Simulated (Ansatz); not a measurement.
Si$_{3}$N$_{4}$

Input

```
crystal:
  lattice:
    - [7.595, 0.0, 0.0]
    - [-3.7975, 6.57746294, 0.0]
    - [0.0, 0.0, 2.9023]
  atoms:
    - { symbol: Si, position: [0.7687, 0.1744, 0.25] }
    - { symbol: Si, position: [0.5943, 0.7687, 0.75] }
    - { symbol: Si, position: [0.8256, 0.5943, 0.25] }
    - { symbol: Si, position: [0.2313, 0.8256, 0.75] }
    - { symbol: Si, position: [0.4057, 0.2313, 0.25] }
    - { symbol: Si, position: [0.1744, 0.4057, 0.75] }
    - { symbol: "N", position: [0.0297, 0.3295, 0.265] }
    - { symbol: "N", position: [0.7002, 0.0297, 0.765] }
    - { symbol: "N", position: [0.6705, 0.7002, 0.265] }
    - { symbol: "N", position: [0.9703, 0.6705, 0.765] }
    - { symbol: "N", position: [0.2998, 0.9703, 0.265] }
    - { symbol: "N", position: [0.3295, 0.2998, 0.765] }
    - { symbol: "N", position: [0.3333333333333333, 0.6666666666666666, 0.2344] }
    - { symbol: "N", position: [0.6666666666666666, 0.3333333333333333, 0.7344] }
kpoints:
  mp_grid:
    grid: [2, 2, 5]
hamiltonian:
  xc: pbe
scf:
  occupations:
    method: fixed
output:
  write_density: true
  write_potential: true
  volumetric_format: npy
  populations: true
  elf: true
```

Below, planes, directions and counts refer to the conventional cell (a = 7.59 Å, b = 7.59 Å, c = 2.90 Å, α = 90.00°, β = 90.00°, γ = 120.00°).

Space group P6₃.

Method: Ansatz 0.2.0, DFT PBE, plane waves, PAW.

> What will maps of the valence pseudo-density and electron localisation function show?

Si–N (1.70 Å): ρ at the midpoint is about 1.2 e/Å³; the ELF peaks at about 0.90 between the atoms, as expected for a shared but strongly polarised pair.
Si–N (1.77 Å): ρ at the midpoint is about 1 e/Å³; the ELF peaks at about 0.90 between the atoms: a polar covalent bond.

> Does the calculation make it a metal, or give it a gap?

It is gapped, with a Kohn–Sham gap of 1.8 eV on the k-point mesh, an upper bound to the gap of this method.

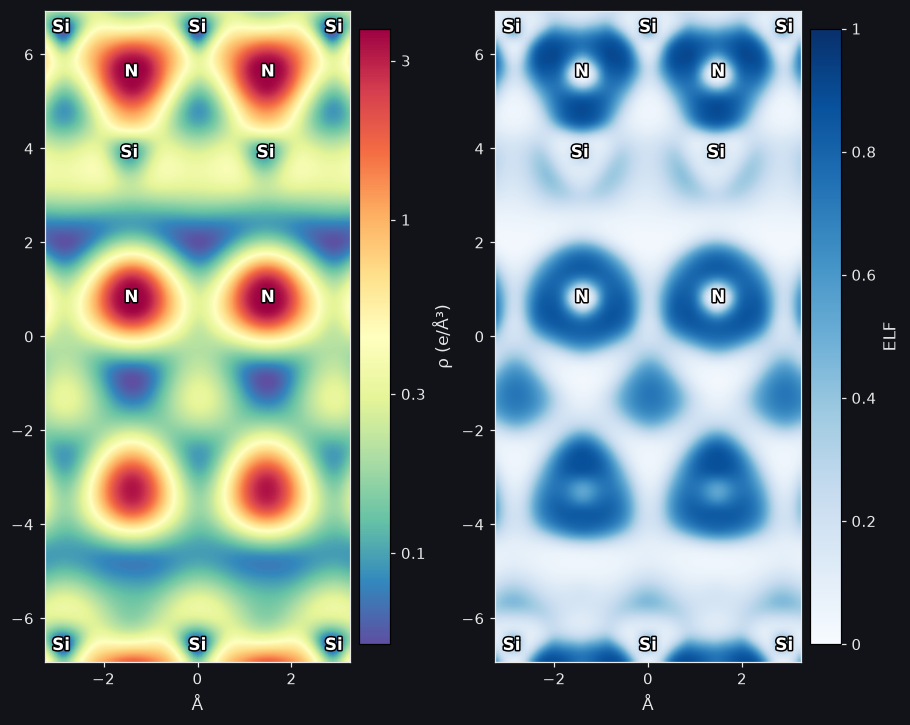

Computed valence pseudo-density and electron localisation function on the (110) plane of the conventional cell, in this order. Atoms just off the plane (Si, 0.8 Å away and N, 0.4 Å away) can leave unmarked features too.

Core electrons are frozen (PAW), and the valence fields are smoothed inside the atomic spheres.
